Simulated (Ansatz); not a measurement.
Scan of the k-point mesh.
- system: Te (P3_121, 3 atoms in the cell)
- method: DFT, r2SCAN, plane waves (500 eV) with PAW, scalar-relativistic in Ansatz 0.2.0; Fermi–Dirac smearing of 0.05 eV
ΔE is the free energy less its value at the densest setting, 11×11×8.
Dashed lines or grey bands mark the tolerance: 1 meV/atom and 0.1 GPa.
Values: 1×1×1, 2×2×2, 3×3×2, 4×4×3, 5×5×4, 6×6×5, 8×8×6 and 11×11×8.

Q: How do the results converge (to 1 meV/atom and 0.1 GPa)?

A: The free energy is within 1 meV/atom of the densest setting's value from 5×5×4 on. It is off by 2000 meV/atom at 1×1×1, 33 meV/atom at 3×3×2 and 5.4 meV/atom at 4×4×3 (always above it). The pressure is within 0.1 GPa of the densest setting's value from 4×4×3 on. It is off by 14 GPa at 1×1×1, 0.75 GPa at 2×2×2 and 0.24 GPa at 3×3×2 (always above it).

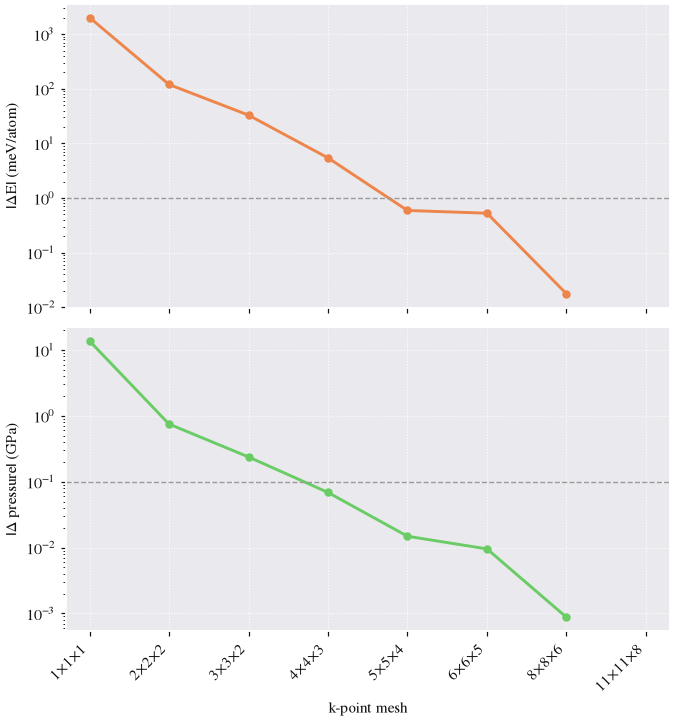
